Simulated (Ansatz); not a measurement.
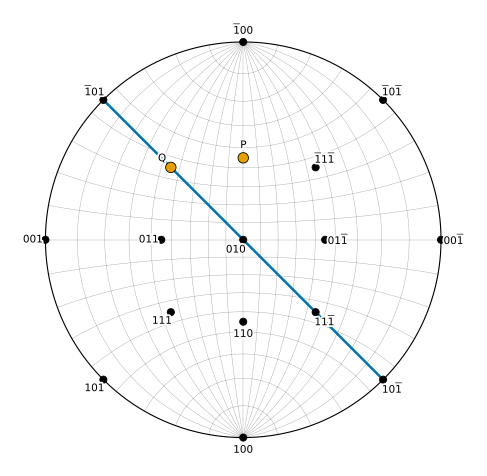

Stereographic projection of plane normals (upper hemisphere) centred on (0 1 0). Crystal: GaP, the input geometry of an electronic-structure calculation (not necessarily at equilibrium); the starting structure was generated, so it need not be a known form of this composition. Symmetry computed with spglib at a tolerance of 0.002 Å; standard conventional cell.

a = 3.186 Å, b = 3.186 Å, c = 3.186 Å, α = 90.00°, β = 90.00°, γ = 90.00°.

**Index the poles marked P, Q.**

P is (−1 1 0), 45.0° from the centre; Q is (−1 1 1), 54.7° from the centre.

**Which zone does the coloured great circle trace?**

The zone [1 0 1]: its poles satisfy h + l = 0.

**What is the angle between the normals of (1 0 1) and (0 1 −1), and what are their d_hkl = 1/|g|?**

120.0°; d = 2.253 Å and 2.253 Å.
